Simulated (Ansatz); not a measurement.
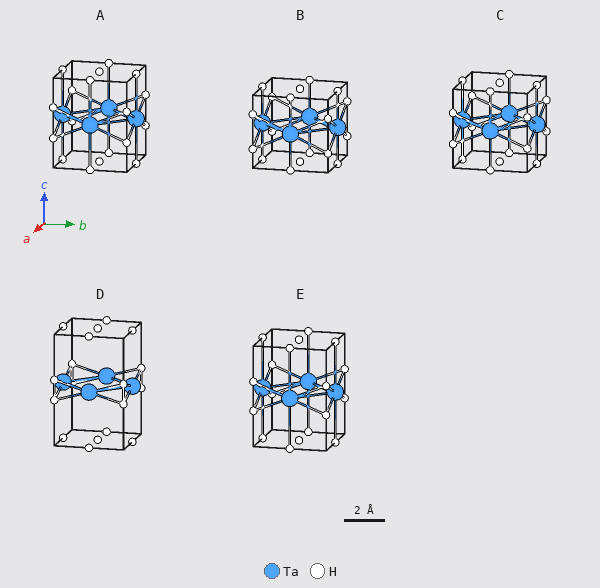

5 geometries from one relaxation of solid Ta$_{2}$H$_{5}$ (a generated structure, set up in P4/mmm) (coarse preliminary run), in shuffled order. Style: ball-and-stick. Shown: the cell of the calculation, slightly off an axis.

Level of theory: DFT PBE, scalar-relativistic, plane waves, PAW (Ansatz). (plane-wave cutoff 420 eV; k-point mesh 6 × 6 × 4; occupations gaussian; smearing width 0.1 eV; no spin polarisation; cell and atoms relaxed; force threshold 0.04 eV/Å; at most 70 steps)

Q: Order the frames from highest to lowest energy.

A: D, E, A, C, B. They are steps 0, 2, 4, 6, 11, at +6.842 eV per cell of the calculation, +3.622 eV per cell of the calculation, +1.902 eV per cell of the calculation, +0.432 eV per cell of the calculation relative to the last. The largest moves relative to the cell, 0.56 Å, are those of H atoms. Ta stays in place. Cell: a = b 3.578 → 3.888 Å (+8.7 %), c 5.734 → 3.751 Å (−34.6 %). Volume −22.7 %. Near-neighbour distances that change, for instance: H–Ta 2.867 → 1.876 Å, H–H 1.031 → 1.786 Å, H–Ta 1.862 → 2.139 Å, Ta–Ta 2.530 → 2.749 Å. New bonds form, among them: H–Ta (2.87 → 1.88 Å). Among the angles between lasting bonds that change: Ta–H–Ta 147.8° → 130.6°, Ta–H–Ta 85.6° → 80.0°. The space group stays P4/mmm (No. 123). The energy falls by 6.842 eV per cell of the calculation in 10 accepted moves (11 points after the start). The largest force component goes from 4.4 to 0.0013 eV/Å. The pressure goes from 15.99 to 0.03 GPa. At 1 point the geometry stayed and the basis and grid were re-selected for the new cell (energy shift of 5.5 meV per cell of the calculation at most each time).
